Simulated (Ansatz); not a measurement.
**ZrO: geometry relaxation (part 2 of 2)**

Continued. System: ZrO (4 atoms in the cell). Method: DFT PBE, scalar-relativistic, plane waves, PAW, no spin polarisation (Ansatz 0.2.0); cutoff 420 eV, 14×14×8 k-mesh, Gaussian smearing of 0.1 eV. The structure was made by a generator, so it may or may not be a known phase.

Geometry of the input (Å; fractional positions):
```
3.1724  0.0000  0.0000
0.0000  3.1724  0.0000
0.0000  0.0000  6.0427
Zr 0.5000  0.5000  0.2500
Zr 0.5000  0.5000  0.7500
O  0.0000  0.5000  0.0000
O  0.5000  0.0000  0.5000
```

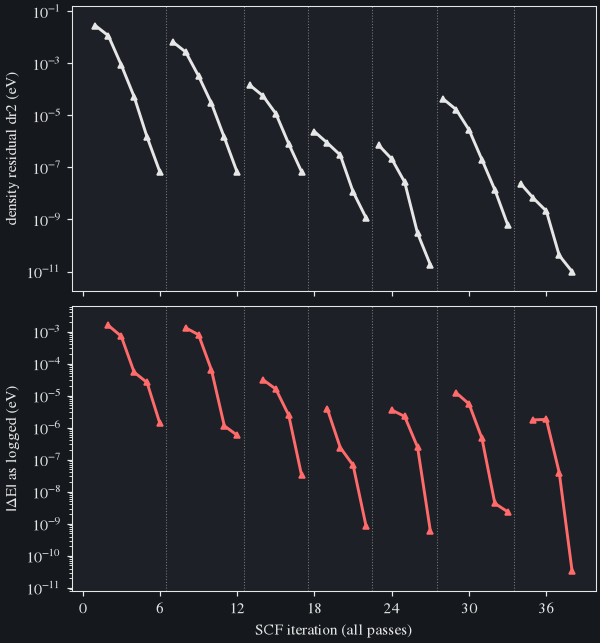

*Convergence of the self-consistent field: density residual dr2 and size of the energy change against the SCF iteration. The dotted lines part the SCF passes of the relaxation: geometry steps, rejected trials and re-solves on a re-selected basis.*

The 7 passes take 5 to 6 iterations each, 38 in all.

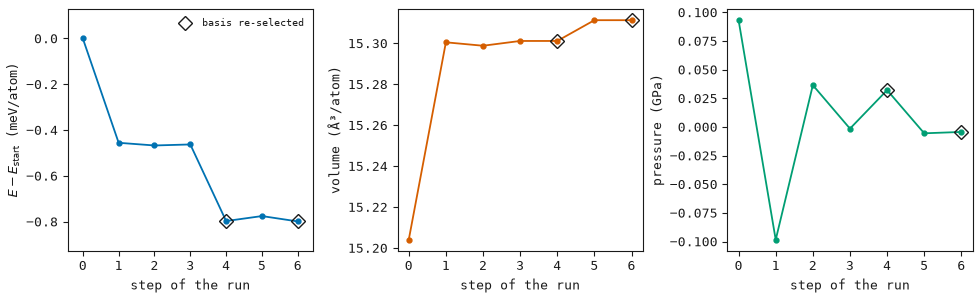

*Progress of the relaxation, step by step (the first geometry is step 0 here and step 1 in the log).*

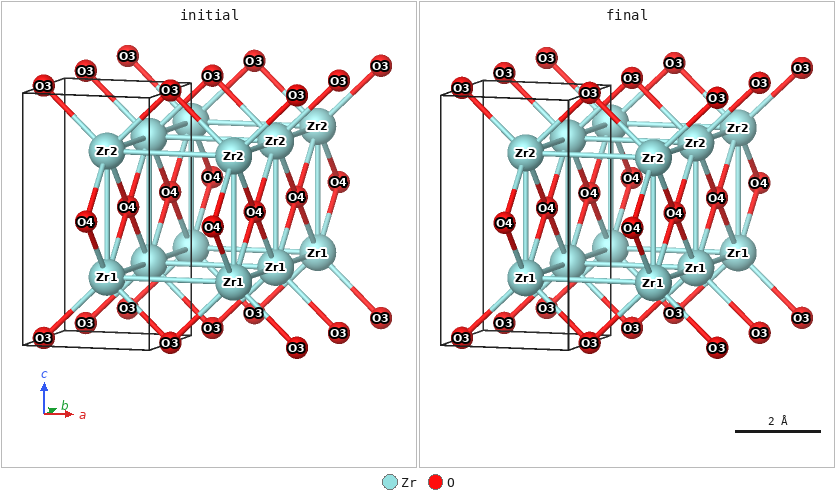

*Before (left) and after (right) the relaxation, at one scale (ball-and-stick view of the cell of the calculation, repeated 2 × 3 × 1, seen slightly off an axis).*

After 4 geometry steps the energy has fallen by 0.8 meV per atom. All forces vanish by symmetry, so only the cell relaxes. Pressure: 0.09 GPa at the start and 0.00 GPa at the end. 1 further SCF at an unchanged geometry re-selected the plane-wave basis for the new cell. No atom moves by more than 0.005 Å relative to the cell. The drawn cell changes as follows: a = b 3.172 → 3.199 Å (+0.8 %), c 6.043 → 5.986 Å (−0.9 %); the volume changes by +0.7 %. Among the contacts that change: Zr1–Zr2 3.021 → 2.993 Å, Zr1–Zr1 3.172 → 3.199 Å. The space group stays P4_2/mmc (No. 131). The energy change given includes the shifts at the re-selections in mid-walk, which come without any move. A last SCF at the same geometry on a re-selected plane-wave basis shifts the energy by next to nothing (0.0 meV per atom). (Atoms are counted from 1 in the order of the input.)

```
basis re-selected at this cell: Δ(F+E_penalty+E_count) = -9.439e-5 eV, ΔP = +0.001 GPa vs the last step (what re-selecting the basis moved, of the pressure what is left beyond the Pulay correction that the steps carried, after the strain that the cell walked since its last selection, with what the two solves' SCF thresholds leave and, on support functions, any second-order correction that the steps lacked; it is no measure of the basis error at this ecutwfc). This SCF's stress stands 1.27e-2 GPa from its target on what of the cell is left free (relax.cell.stress_tol is 5.00e-2 GPa) and its largest allowed force component is 1.67e-16 eV/Å (relax.f_tol is 1.00e-2 eV/Å): within both
SCF converged after 5 iterations
Free energy (F): -9505.254015 eV
Harris-Foulkes:  -9505.254015 eV  (|F-HF|=7.28e-12)
Internal energy: -9505.237217 eV  (E = F + TS)
E sigma→0 (E₀):  -9505.245616 eV
Entropy (-TS):   -0.016798 eV (-4.199 meV/atom)
Fermi energy:    13.335302 eV
--- Per-component energies (eV) ---
  E_band       = -209.716084
  E_kinetic    = 1019.823556
  E_local      = -2043.410865  (includes V_loc(G=0)·N_el)
  E_nonlocal   = 254.548278
  E_hartree    = 680.826174
  E_xc         = -471.747198
  E_vxc        = -571.455969  (∫ρ·V_xc dr)
  E_paw        = -6223.331976  (= ΣΔE_a)
  E_vpaw       = -230.878290  (= ΣTr[D̂ρ^β])
  E_aug_tail   = 0.004887  (compensation charges beyond the density's cutoff)
  E_ewald      = -2721.950073
  E_smearing   = -0.016798  (= −TS)
  E_closure    = -0.000000  (closes the sum)
  Σ components = -9505.254015   (vs F -9505.254015, Δ=0.00e0)
--- Forces (eV/Å), atoms counted from 1 ---
  atom   1  Zr    -0.00000000     0.00000000    -0.00000000
  atom   2  Zr     0.00000000    -0.00000000    -0.00000000
  atom   3  O     -0.00000000     0.00000000     0.00000000
  atom   4  O     -0.00000000     0.00000000     0.00000000
  max |Σ_I F_I| component: 8.33e-17 eV/Å
--- Stress (GPa, compression-positive) ---
       -0.000160       0.000000      -0.000000
        0.000000      -0.000160      -0.000000
       -0.000000      -0.000000      -0.012730
  P = ⅓ Tr σ = -0.0044 GPa (-0.044 kbar)
--- Band table (eV; the first three rows and the last of 180) ---
  k-point 0: bands = ["-36.3591", "-36.2400", "-15.3673", "-14.1936", "-14.1936", "-14.0505", "-14.0505", "-13.9932", "-7.1442", "-6.0747", "5.9977", "6.4993", "6.6059", "6.6059", "8.8291", "8.8291", "10.4281", "11.3843", "12.4077", "14.2248", "15.1984", "16.3744"]
  k-point 1: bands = ["-36.3546", "-36.2446", "-15.3219", "-14.1887", "-14.1887", "-14.0555", "-14.0555", "-14.0548", "-7.0936", "-6.1080", "6.0001", "6.4594", "6.6329", "6.6329", "8.7930", "8.7930", "10.5283", "11.4606", "12.5402", "14.0622", "15.1118", "16.3902"]
  k-point 2: bands = ["-36.3419", "-36.2576", "-15.1903", "-14.2248", "-14.1751", "-14.1751", "-14.0696", "-14.0696", "-6.9552", "-6.2051", "6.0133", "6.3566", "6.7016", "6.7016", "8.7012", "8.7012", "10.8109", "11.6517", "12.8753", "13.6634", "14.9347", "16.3202"]
  k-point 179: bands = ["-36.1947", "-36.1947", "-14.8507", "-14.8507", "-14.6218", "-14.6218", "-14.3853", "-14.3853", "-6.3905", "-6.3905", "6.8473", "6.8473", "6.8843", "6.8843", "7.1075", "7.1075", "13.1111", "13.1111", "13.2498", "13.2498", "16.2765", "16.2765"]
--- Relaxed structure (5 steps of the walk, 5 accepted, 2 SCFs on fresh bases) ---
  F+E_penalty+E_count = -9505.25401505 eV   max|allowed force component| = 1.665e-16 eV/Å   (the final SCF, on the basis selected at the relaxed cell)
  cell:  # Å, volume = 61.2453 Å³
    - [3.1987260466462346, 7.671263277373388e-34, -1.9809338083343938e-33]
    - [4.563916127044927e-34, 3.1987260466462346, -1.5664185537104996e-33]
    - [-3.625250214701097e-33, -2.9836641594845448e-33, 5.985748860465072]
  atoms:
    - { symbol: Zr, position: [0.5, 0.5, 0.25] }
    - { symbol: Zr, position: [0.5, 0.5, 0.7500000000000001] }
    - { symbol: O, position: [-1.1336863520868125e-34, 0.5, 6.285646998357995e-35] }
    - { symbol: O, position: [0.5, 2.501846728098495e-35, 0.5] }
```

Trajectory as extended XYZ (Å, eV, eV/Å), 7 frames, from step=1 to step=7:
```
4
Lattice="3.1724 0.0000 0.0000 0.0000 3.1724 0.0000 0.0000 0.0000 6.0427" Properties=species:S:1:pos:R:3:forces:R:3 step=1 energy=-9505.25082 pressure_GPa=0.09
Zr    1.5862    1.5862    1.5107    0.0000   0.0000   0.0000
Zr    1.5862    1.5862    4.5321    0.0000   0.0000   0.0000
O     0.0000    1.5862    0.0000    0.0000   0.0000   0.0000
O     1.5862    0.0000    3.0214    0.0000   0.0000   0.0000
4
Lattice="3.1947 0.0000 0.0000 0.0000 3.1947 0.0000 0.0000 0.0000 5.9967" Properties=species:S:1:pos:R:3:forces:R:3 step=2 energy=-9505.25264 pressure_GPa=-0.10
Zr    1.5973    1.5973    1.4992    0.0000   0.0000   0.0000
Zr    1.5973    1.5973    4.4975    0.0000   0.0000   0.0000
O     0.0000    1.5973    0.0000    0.0000   0.0000   0.0000
O     1.5973    0.0000    2.9983    0.0000   0.0000   0.0000
4
Lattice="3.1968 0.0000 0.0000 0.0000 3.1968 0.0000 0.0000 0.0000 5.9880" Properties=species:S:1:pos:R:3:forces:R:3 step=3 energy=-9505.25269 pressure_GPa=0.04
Zr    1.5984    1.5984    1.4970    0.0000   0.0000   0.0000
Zr    1.5984    1.5984    4.4910    0.0000   0.0000   0.0000
O     0.0000    1.5984    0.0000    0.0000   0.0000   0.0000
O     1.5984    0.0000    2.9940    0.0000   0.0000   0.0000
4
Lattice="3.1967 0.0000 0.0000 0.0000 3.1967 0.0000 0.0000 0.0000 5.9892" Properties=species:S:1:pos:R:3:forces:R:3 step=4 energy=-9505.25267 pressure_GPa=-0.00
Zr    1.5984    1.5984    1.4973    0.0000   0.0000   0.0000
Zr    1.5984    1.5984    4.4919    0.0000   0.0000   0.0000
O     0.0000    1.5984    0.0000    0.0000   0.0000   0.0000
O     1.5984    0.0000    2.9946    0.0000   0.0000   0.0000
4
Lattice="3.1967 0.0000 0.0000 0.0000 3.1967 0.0000 0.0000 0.0000 5.9892" Properties=species:S:1:pos:R:3:forces:R:3 step=5 energy=-9505.25401 pressure_GPa=0.03
Zr    1.5984    1.5984    1.4973    0.0000   0.0000   0.0000
Zr    1.5984    1.5984    4.4919    0.0000   0.0000   0.0000
O     0.0000    1.5984    0.0000    0.0000   0.0000   0.0000
O     1.5984    0.0000    2.9946    0.0000   0.0000   0.0000
4
Lattice="3.1987 0.0000 0.0000 0.0000 3.1987 0.0000 0.0000 0.0000 5.9857" Properties=species:S:1:pos:R:3:forces:R:3 step=6 energy=-9505.25392 pressure_GPa=-0.01
Zr    1.5994    1.5994    1.4964    0.0000   0.0000   0.0000
Zr    1.5994    1.5994    4.4893    0.0000   0.0000   0.0000
O     0.0000    1.5994    0.0000    0.0000   0.0000   0.0000
O     1.5994    0.0000    2.9929    0.0000   0.0000   0.0000
4
Lattice="3.1987 0.0000 0.0000 0.0000 3.1987 0.0000 0.0000 0.0000 5.9857" Properties=species:S:1:pos:R:3:forces:R:3 step=7 energy=-9505.25402 pressure_GPa=-0.00
Zr    1.5994    1.5994    1.4964    0.0000   0.0000   0.0000
Zr    1.5994    1.5994    4.4893    0.0000   0.0000   0.0000
O     0.0000    1.5994    0.0000    0.0000   0.0000   0.0000
O     1.5994    0.0000    2.9929    0.0000   0.0000   0.0000
```

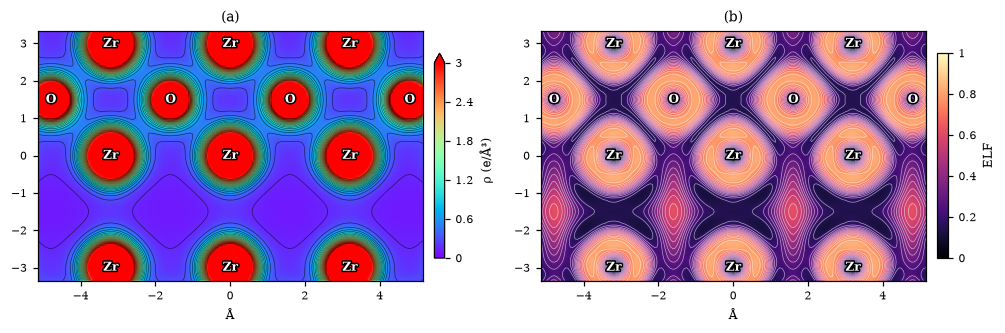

*(a) valence charge density (pseudo); (b) ELF on the (100) plane of the conventional cell.*

The section cuts through Zr and O sites. Zr–O (2.19 Å): the density is about 0.52 e/Å³ at the midpoint; the ELF peaks at about 0.80 in the valence shell of O, 0.6 Å from its nucleus, and drops to about 0.15 between the two atoms; a polar contact without a shared pair, in a metal. Zr–Zr (2.99 Å): ρ at the midpoint is about 0.21 e/Å³; the ELF is about 0.15 at the midpoint (no shared electron pair). Zr–Zr (3.20 Å): ρ is about 0.19 e/Å³ halfway; the ELF is about 0.25 at the midpoint (no localised pair between them). Away from the nuclei the density in this plane falls to 0.1 e/Å³ at its lowest. 5. The strong features right at Zr lie inside the PAW spheres (semicore, d or f shells) and say nothing about bonding. The fields are those of the smooth PAW valence density.

Key numbers:

```csv
quantity,value
outcome,converged
space group (tolerance 0.01 Å),P4₂/mmc (131)
electrons treated,36
free energy,−9505.2540 eV
Fermi energy,13.335 eV
gap on the k-point mesh,none (metallic)
pressure,0.00 GPa
final volume,61.25 Å³
largest force (length of the vector) at the end,under 0.001 eV/Å
final cell,"a = 3.199 Å, b = 3.199 Å, c = 5.986 Å, α = 90.00°, β = 90.00°, γ = 90.00°"
hardware,"1 thread of Intel Xeon (Granite Rapids), 64 GiB of memory available, shared host"
wall time,48 s
peak memory,0.55 GiB
```
